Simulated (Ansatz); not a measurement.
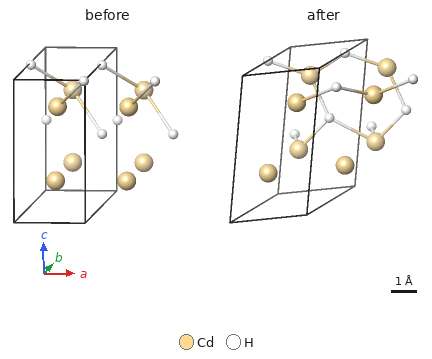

The structure of crystalline CdH (a generated structure, set up in P1) (coarse preliminary run) before (left) and after (right) a relaxation, at one scale.

Style: ball-and-stick. Shown: the cell of the calculation, repeated 2 × 1 × 1 with one cell outlined, slightly off an axis.

Theory: DFT PBE, scalar-relativistic, plane waves, PAW (Ansatz 0.2.0).

The input:
```yaml
crystal:
  lattice:
    - [-0.063872185, -3.0046218467, -0.0507639749]
    - [-6.2080903463, -0.1277443701, 0.0202060637]
    - [0.0202060637, -0.1015279498, -6.106045408]
  atoms:
    - { symbol: Cd, position: [0.4980350425, 0.7432012844, 0.7628708232] }
    - { symbol: Cd, position: [0.4927472554, 0.7504751856, 0.2534276095] }
    - { symbol: Cd, position: [0.5063999995, 0.2422717395, 0.7584647056] }
    - { symbol: Cd, position: [0.4741831121, 0.2518773836, 0.2386555481] }
    - { symbol: H, position: [-0.0142154671, 0.9986095393, 0.9943062678] }
    - { symbol: H, position: [0.0149867745, 0.9934422941, 0.4945195324] }
    - { symbol: H, position: [0.0131457303, 0.5144574162, -0.0116115371] }
    - { symbol: H, position: [1.0147175528, 0.5056651574, 0.5093670506] }
basis:
  ecutwfc: 420
kpoints:
  mp_grid: { grid: [8, 4, 4] }
hamiltonian:
  xc: pbe
scf:
  occupations: { method: gaussian, width: 0.2 }
  lower_state_search: "off"
output:
  forces: true
  stress: true
  eigenvalues: true
relax:
  adjacent_minimum: "off"
  f_tol: 0.025
  max_steps: 60
  cell: { stress_tol: 0.25 }
```

Command:
```bash
ansatz run input.yaml --threads 1 --pin off --max-ram 2048MiB --backend cpu --events-out ev --progress --plain --runs-dir out
```

Describe what moved and what it gained.

Answer. The run was cut off at its time limit before the relaxation converged, so the last structure is only a point on the way. The energy falls by 280 meV per atom in 9 geometry steps. The largest force component goes from 0.29 to 0.26 eV/Å. The pressure goes from −0.88 to −0.01 GPa. The atom that moves furthest relative to the cell is H5 (1.07 Å roughly along [2 0 −1]). By element the largest moves are H 1.07 Å, Cd 0.81 Å. The drawn cell changes as follows: a 3.006 → 3.229 Å (+7.4 %), b 6.209 → 6.477 Å (+4.3 %), c 6.107 → 6.372 Å (+4.3 %), α 90.4° → 92.9°, β 88.1° → 78.2°, γ 87.6° → 76.7°; the volume changes by +10.9 %. Near-neighbour distances that change, for instance: Cd2–H8 2.685 → 1.960 Å, Cd1–H5 2.551 → 1.907 Å, Cd1–H8 2.570 → 1.945 Å, Cd1–H7 2.509 → 1.898 Å. New bonds form: Cd1–H5 (2.55 → 1.91 Å), Cd1–H7 (2.51 → 1.90 Å), Cd2–H6 (2.48 → 1.91 Å), Cd2–H8 (2.69 → 1.96 Å). The space group stays P1 (No. 1). Cost: 7.2 min on 1 thread of Arm Neoverse V1, with other jobs on the host, peak memory 0.52 GiB.
